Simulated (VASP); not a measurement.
## Ge: geometry relaxation (part 1 of 3)

- system: Ge (I4₁/amd, 2 atoms in the cell)
- method: Kohn-Sham DFT of a periodic cell, PBEsol, VASP PAW PBE potentials, recommended, no spin polarisation (VASP 6.6.1)

The structure derives from a Materials Project entry.

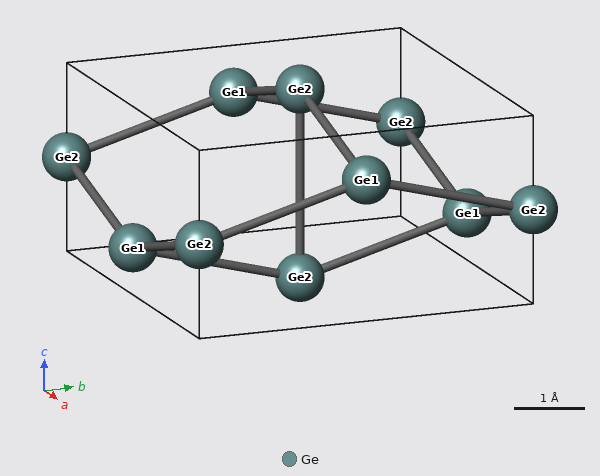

Fig. 1: The starting structure (ball-and-stick view of the cell 2 times as large as that of the calculation, set on its symmetry axes, seen at an oblique angle; atoms are numbered from 1 in the order of the input). An atom can appear more than once, as a periodic image.

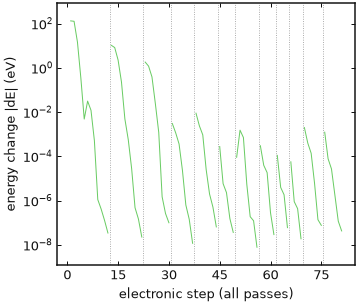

Fig. 2: Convergence of the self-consistent field: energy change |dE| against the electronic step. Each stretch between dotted lines is the SCF of one geometry step of a relaxation. The 12 ionic steps take 4 to 12 electronic steps each. The density is held fixed in the first few steps, and dE rises again when its update begins.

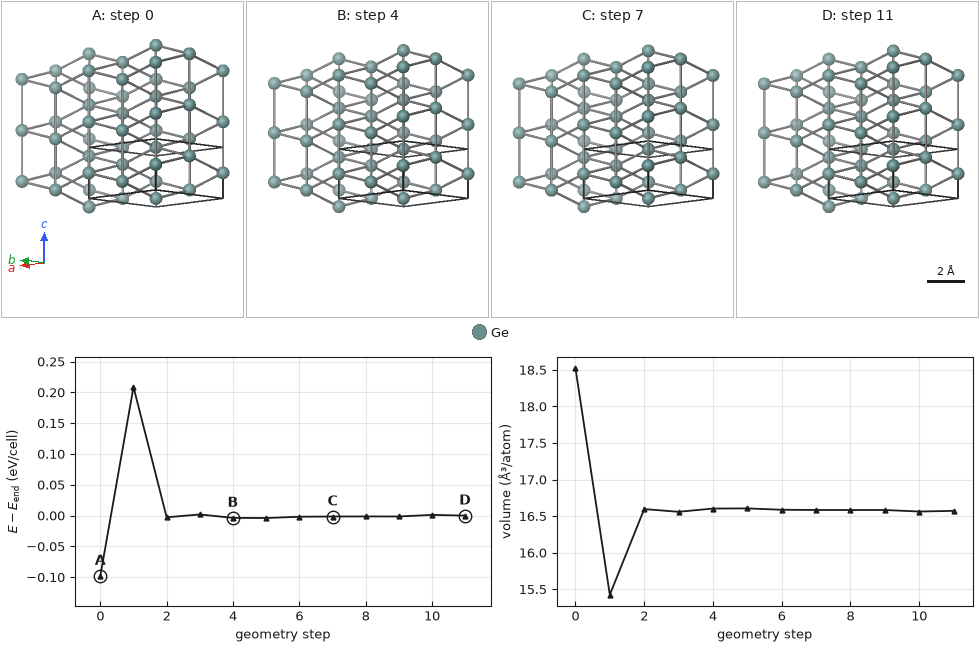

Fig. 3: Frames of the relaxation (ball-and-stick view of the cell 2 times as large as that of the calculation, set on its symmetry axes, repeated 2 × 1 × 3, seen at an oblique angle) above the curves, on which the letters mark them (steps are counted from 0).

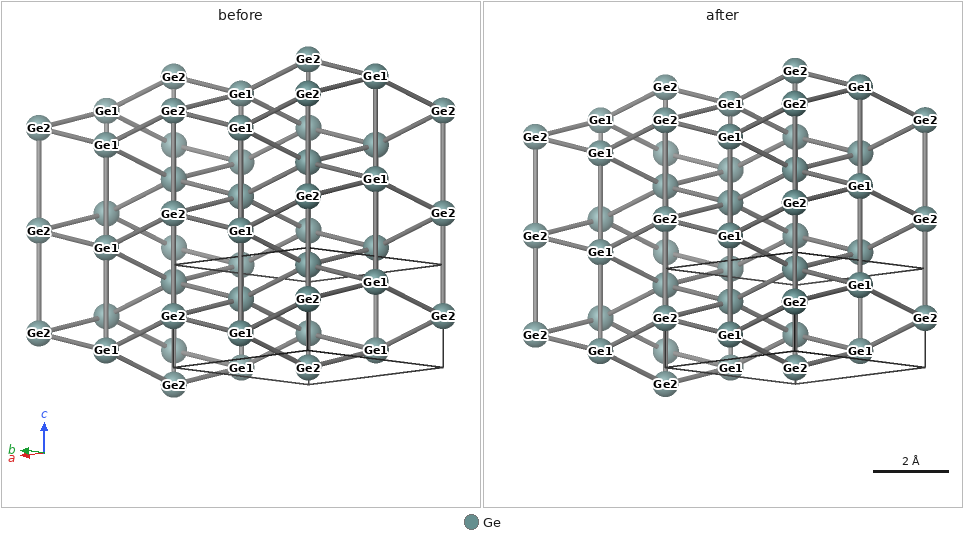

Fig. 4: Before (left) and after (right) the relaxation, at one scale (ball-and-stick view of the cell 2 times as large as that of the calculation, set on its symmetry axes, repeated 2 × 1 × 3, seen at an oblique angle). No atom moves by more than 0.005 Å relative to the cell. Cell: a = b 5.149 → 4.963 Å (−3.6 %), c 2.795 → 2.691 Å (−3.7 %). Volume −10.5 %. Among the contacts that change: Ge1–Ge1 2.795 → 2.691 Å, Ge1–Ge2 2.668 → 2.571 Å. The space group stays I4_1/amd (No. 141). The energy rises by 97.8 meV per cell of the calculation in 11 geometry steps. All forces vanish by symmetry, so only the cell relaxes. (Atoms are counted from 1 in the order of the input.)

The input that produced these results follows, with the program's output.

### INCAR
```
SYSTEM = Ge
  ALGO = Normal
  EDIFF = 1E-7
  EDIFFG = -0.002
  ENCUT = 350
  GGA = PS
  IBRION = 2
  ISIF = 3
  ISMEAR = 0
  LASPH = .True.
  LCHARG = .False.
  LREAL = .False.
  LWAVE = .False.
  NELM = 60
  NSW = 80
  PREC = Accurate
  PSTRESS = 98.0
  SIGMA = 0.02
```

### KPOINTS
```
k-points
0
Gamma
  12 12 12
  0 0 0
```

### POSCAR
```
Ge
1.0
   -2.5744897200      2.5744897200      1.3974126400
    2.5744897200     -2.5744897200      1.3974126400
    2.5744897200      2.5744897200     -1.3974126400
Ge
2
Direct
    0.2500000000      0.7500000000      0.5000000000
    0.5000000000      0.5000000000      0.0000000000
```

Command:
```bash
cat potpaw_PBE.64/Ge_d/POTCAR > POTCAR
mpirun -np 1 vasp_std > vasp.out
```

### OSZICAR
```
N       E                     dE             d eps       ncg     rms          rms(c)
DAV:   1     0.132382128223E+03    0.13238E+03   -0.12319E+04  6090   0.364E+03
DAV:   2     0.534857965893E+01   -0.12703E+03   -0.12527E+03  5886   0.442E+02
DAV:   3    -0.922605953227E+01   -0.14575E+02   -0.14443E+02  6588   0.120E+02
DAV:   4    -0.957795296103E+01   -0.35189E+00   -0.35029E+00  6804   0.221E+01
DAV:   5    -0.958277332821E+01   -0.48204E-02   -0.48189E-02  6560   0.253E+00    0.216E+00
DAV:   6    -0.955153237163E+01    0.31241E-01   -0.33509E-02  7778   0.351E+00    0.119E+00
DAV:   7    -0.953955079699E+01    0.11982E-01   -0.19633E-02  7824   0.232E+00    0.132E-01
DAV:   8    -0.953903793933E+01    0.51286E-03   -0.25546E-03  6976   0.102E+00    0.426E-02
DAV:   9    -0.953903904212E+01   -0.11028E-05   -0.80591E-05  7102   0.143E-01    0.882E-03
DAV:  10    -0.953903945073E+01   -0.40861E-06   -0.36365E-06  6886   0.237E-02    0.178E-03
DAV:  11    -0.953903932450E+01    0.12624E-06   -0.12913E-07  4206   0.598E-03    0.366E-04
DAV:  12    -0.953903929059E+01    0.33909E-07   -0.66489E-08  3112   0.505E-03
   1 F= -.72729215E+01 E0= -.72727712E+01  d E =-.727292E+01
       N       E                     dE             d eps       ncg     rms          rms(c)
DAV:   1    -0.199523361485E+02   -0.10413E+02   -0.12043E+02  7702   0.183E+02    0.207E+01
DAV:   2    -0.117070055178E+02    0.82453E+01   -0.14657E+01  7566   0.117E+02    0.934E+00
DAV:   3    -0.946411197195E+01    0.22429E+01   -0.21416E+00  7786   0.301E+01    0.291E+00
DAV:   4    -0.923799251662E+01    0.22612E+00   -0.19831E-01  6218   0.634E+00    0.924E-01
DAV:   5    -0.923308206136E+01    0.49105E-02   -0.16423E-02  7784   0.275E+00    0.238E-01
DAV:   6    -0.923251578254E+01    0.56628E-03   -0.23552E-03  7490   0.952E-01    0.389E-02
DAV:   7    -0.923248814477E+01    0.27638E-04   -0.18080E-04  8780   0.261E-01    0.429E-03
DAV:   8    -0.923248861952E+01   -0.47475E-06   -0.46329E-06  6136   0.204E-02    0.133E-03
DAV:   9    -0.923248847326E+01    0.14626E-06   -0.45666E-07  6854   0.159E-02    0.171E-04
DAV:  10    -0.923248845098E+01    0.22271E-07   -0.11376E-08  3348   0.148E-03
   2 F= -.73453819E+01 E0= -.73453550E+01  d E =-.724604E-01
       N       E                     dE             d eps       ncg     rms          rms(c)
DAV:   1    -0.110490921520E+02   -0.18166E+01   -0.24628E+01  7420   0.120E+02    0.736E+00
DAV:   2    -0.985727434249E+01    0.11918E+01   -0.14800E+00  7534   0.253E+01    0.373E+00
DAV:   3    -0.946920328807E+01    0.38807E+00   -0.70485E-01  7716   0.160E+01    0.649E-01
DAV:   4    -0.944512680255E+01    0.24076E-01   -0.50156E-02  7466   0.463E+00    0.270E-01
DAV:   5    -0.944392116538E+01    0.12056E-02   -0.17166E-03  6118   0.503E-01    0.111E-01
DAV:   6    -0.944391969074E+01    0.14746E-05   -0.96795E-05  7338   0.195E-01    0.377E-03
DAV:   7    -0.944391943187E+01    0.25886E-06   -0.45279E-06  8730   0.302E-02    0.103E-03
DAV:   8    -0.944391933306E+01    0.98809E-07   -0.13870E-07  3866   0.786E-03
   3 F= -.74135315E+01 E0= -.74133652E+01  d E =-.140610E+00
       N       E                     dE             d eps       ncg     rms          rms(c)
DAV:   1    -0.944087716842E+01    0.30423E-02   -0.21279E-02  7628   0.312E+00    0.232E-01
DAV:   2    -0.943972574405E+01    0.11514E-02   -0.15289E-03  7546   0.865E-01    0.114E-01
DAV:   3    -0.943936620492E+01    0.35954E-03   -0.55953E-04  7686   0.464E-01    0.248E-02
DAV:   4    -0.943934333131E+01    0.22874E-04   -0.59983E-05  7438   0.164E-01    0.507E-03
DAV:   5    -0.943934270336E+01    0.62795E-06   -0.28164E-06  6592   0.336E-02    0.277E-03
DAV:   6    -0.943934284507E+01   -0.14171E-06   -0.80995E-08  4108   0.536E-03    0.101E-04
DAV:   7    -0.943934285665E+01   -0.11585E-07   -0.15018E-08  3036   0.167E-03
   4 F= -.74134951E+01 E0= -.74133291E+01  d E =-.140574E+00
       N       E                     dE             d eps       ncg     rms          rms(c)
DAV:   1    -0.944821806108E+01   -0.88752E-02   -0.50376E-02  7726   0.399E+00    0.340E-01
DAV:   2    -0.944584419571E+01    0.23739E-02   -0.39172E-03  7600   0.122E+00    0.185E-01
DAV:   3    -0.944491536515E+01    0.92883E-03   -0.17988E-03  7638   0.813E-01    0.329E-02
DAV:   4    -0.944489013375E+01    0.25231E-04   -0.24809E-04  7264   0.281E-01    0.141E-02
DAV:   5    -0.944488816166E+01    0.19721E-05   -0.69391E-06  7798   0.346E-02    0.537E-03
DAV:   6    -0.944488766131E+01    0.50035E-06   -0.84791E-07  7398   0.166E-02    0.142E-03
DAV:   7    -0.944488759730E+01    0.64014E-07   -0.72276E-08  3100   0.492E-03
   5 F= -.74136371E+01 E0= -.74134520E+01  d E =-.142044E-03
       N       E                     dE             d eps       ncg     rms          rms(c)
DAV:   1    -0.944516336353E+01   -0.27570E-03   -0.12337E-04  7730   0.195E-01    0.169E-02
DAV:   2    -0.944515757466E+01    0.57889E-05   -0.97050E-06  7604   0.613E-02    0.916E-03
DAV:   3    -0.944515530206E+01    0.22726E-05   -0.44307E-06  7636   0.403E-02    0.163E-03
DAV:   4    -0.944515514911E+01    0.15295E-06   -0.61622E-07  6168   0.141E-02    0.693E-04
DAV:   5    -0.944515511305E+01    0.36058E-07   -0.16700E-08  3004   0.194E-03
   6 F= -.74136371E+01 E0= -.74134529E+01  d E =-.142004E-03
       N       E                     dE             d eps       ncg     rms          rms(c)
DAV:   1    -0.944524542625E+01   -0.90277E-04   -0.35833E-02  7442   0.226E+00    0.270E-01
DAV:   2    -0.944372759030E+01    0.15178E-02   -0.23187E-03  7552   0.962E-01    0.160E-01
DAV:   3    -0.944302325443E+01    0.70434E-03   -0.14993E-03  8450   0.708E-01    0.207E-02
DAV:   4    -0.944302862385E+01   -0.53694E-05   -0.21554E-04  6786   0.223E-01    0.113E-02
DAV:   5    -0.944302843814E+01    0.18571E-06   -0.51714E-06  8416   0.477E-02    0.350E-03
DAV:   6    -0.944302831673E+01    0.12141E-06   -0.54061E-07  6828   0.115E-02    0.971E-04
DAV:   7    -0.944302832443E+01   -0.76971E-08   -0.35854E-08  3082   0.269E-03
   7 F= -.74137623E+01 E0= -.74136572E+01  d E =-.125203E-03
       N       E                     dE             d eps       ncg     rms          rms(c)
DAV:   1    -0.944272780362E+01    0.30051E-03   -0.92732E-04  7402   0.364E-01    0.434E-02
DAV:   2    -0.944268874979E+01    0.39054E-04   -0.60466E-05  7558   0.157E-01    0.258E-02
DAV:   3    -0.944267053397E+01    0.18216E-04   -0.38423E-05  8284   0.114E-01    0.330E-03
DAV:   4    -0.944267081425E+01   -0.28028E-06   -0.56371E-06  6774   0.363E-02    0.180E-03
DAV:   5    -0.944267084309E+01   -0.28837E-07   -0.75827E-08  3696   0.768E-03
   8 F= -.74137666E+01 E0= -.74136745E+01  d E =-.129538E-03
       N       E                     dE             d eps       ncg     rms          rms(c)
DAV:   1    -0.944256111983E+01    0.10969E-03   -0.92824E-05  7442   0.115E-01    0.137E-02
DAV:   2    -0.944255720131E+01    0.39185E-05   -0.60292E-06  7544   0.498E-02    0.814E-03
DAV:   3    -0.944255537817E+01    0.18231E-05   -0.38367E-06  8188   0.362E-02    0.105E-03
DAV:   4    -0.944255543765E+01   -0.59477E-07   -0.55984E-07  5986   0.114E-02
   9 F= -.74137666E+01 E0= -.74136784E+01  d E =-.129515E-03
       N       E                     dE             d eps       ncg     rms          rms(c)
DAV:   1    -0.944261163062E+01   -0.56252E-04   -0.21309E-05  7446   0.554E-02    0.663E-03
DAV:   2    -0.944261073998E+01    0.89065E-06   -0.14305E-06  7498   0.241E-02    0.395E-03
DAV:   3    -0.944261031152E+01    0.42845E-06   -0.88213E-07  7028   0.175E-02    0.494E-04
DAV:   4    -0.944261029288E+01    0.18638E-07   -0.12591E-07  3336   0.580E-03
  10 F= -.74137667E+01 E0= -.74136767E+01  d E =-.129631E-03
       N       E                     dE             d eps       ncg     rms          rms(c)
DAV:   1    -0.944061774698E+01    0.19926E-02   -0.77693E-03  7554   0.178E+00    0.138E-01
DAV:   2    -0.944022096672E+01    0.39678E-03   -0.64120E-04  7588   0.511E-01    0.708E-02
DAV:   3    -0.944008407185E+01    0.13689E-03   -0.23966E-04  7684   0.300E-01    0.143E-02
DAV:   4    -0.944007806529E+01    0.60066E-05   -0.27761E-05  7372   0.982E-02    0.498E-03
DAV:   5    -0.944007820111E+01   -0.13581E-06   -0.96572E-07  7214   0.126E-02    0.210E-03
DAV:   6    -0.944007827631E+01   -0.75207E-07   -0.87578E-08  3230   0.622E-03
  11 F= -.74137699E+01 E0= -.74136627E+01  d E =-.320775E-05
       N       E                     dE             d eps       ncg     rms          rms(c)
DAV:   1    -0.944130736875E+01   -0.12292E-02   -0.15124E-03  7534   0.787E-01    0.611E-02
DAV:   2    -0.944123042254E+01    0.76946E-04   -0.12461E-04  7586   0.225E-01    0.313E-02
DAV:   3    -0.944120368009E+01    0.26742E-04   -0.46822E-05  7680   0.133E-01    0.630E-03
DAV:   4    -0.944120189744E+01    0.17827E-05   -0.54122E-06  7354   0.434E-02    0.219E-03
DAV:   5    -0.944120178063E+01    0.11682E-06   -0.15872E-07  4070   0.565E-03    0.830E-04
DAV:   6    -0.944120173847E+01    0.42153E-07   -0.49146E-08  2980   0.468E-03
  12 F= -.74137744E+01 E0= -.74136747E+01  d E =-.772933E-05
```

### Parts of OUTCAR
```
SYSTEM = Ge
   EDIFF = 1E-7
   EDIFFG = -0.002
   ENCUT = 350
   GGA = PS
   IBRION = 2
   ISIF = 3
   ISMEAR = 0
   LASPH = .True.
   LREAL = .False.
   NELM = 60
   NSW = 80
   PREC = Accurate
   PSTRESS = 98.0

 ion  position               nearest neighbor table
   1  0.250  0.750  0.500-   2 2.67   2 2.67   2 2.67   2 2.67
   2  0.500  0.500  0.000-   1 2.67   1 2.67   1 2.67   1 2.67

  LATTYP: Found a body centered tetragonal cell.
 ALAT       =     5.1489794400
 C/A-ratio  =     0.5427920839

  Lattice vectors:

 A1 = (  -2.5744897200,   2.5744897200,   1.3974126400)
 A2 = (   2.5744897200,  -2.5744897200,   1.3974126400)
 A3 = (   2.5744897200,   2.5744897200,  -1.3974126400)

Analysis of symmetry for initial positions (statically):
=====================================================================
 Subroutine PRICEL returns:
 Original cell was already a primitive cell.

 Routine SETGRP: Setting up the symmetry group for a
 body centered tetragonal supercell.

 Subroutine GETGRP returns: Found 16 space group operations
 (whereof  8 operations were pure point group operations)
 out of a pool of 16 trial point group operations.

The static configuration has the point symmetry D_2d.
 The point group associated with its full space group is D_4h.

Analysis of symmetry for dynamics (positions and initial velocities):
=====================================================================
 Subroutine PRICEL returns:
 Original cell was already a primitive cell.

 Routine SETGRP: Setting up the symmetry group for a
 body centered tetragonal supercell.

 Subroutine GETGRP returns: Found 16 space group operations
 (whereof  8 operations were pure point group operations)
 out of a pool of 16 trial point group operations.

The dynamic configuration has the point symmetry D_2d.
 The point group associated with its full space group is D_4h.

 Subroutine INISYM returns: Found 16 space group operations
 (whereof  8 operations are pure point group operations),
 and found     1 'primitive' translations
```
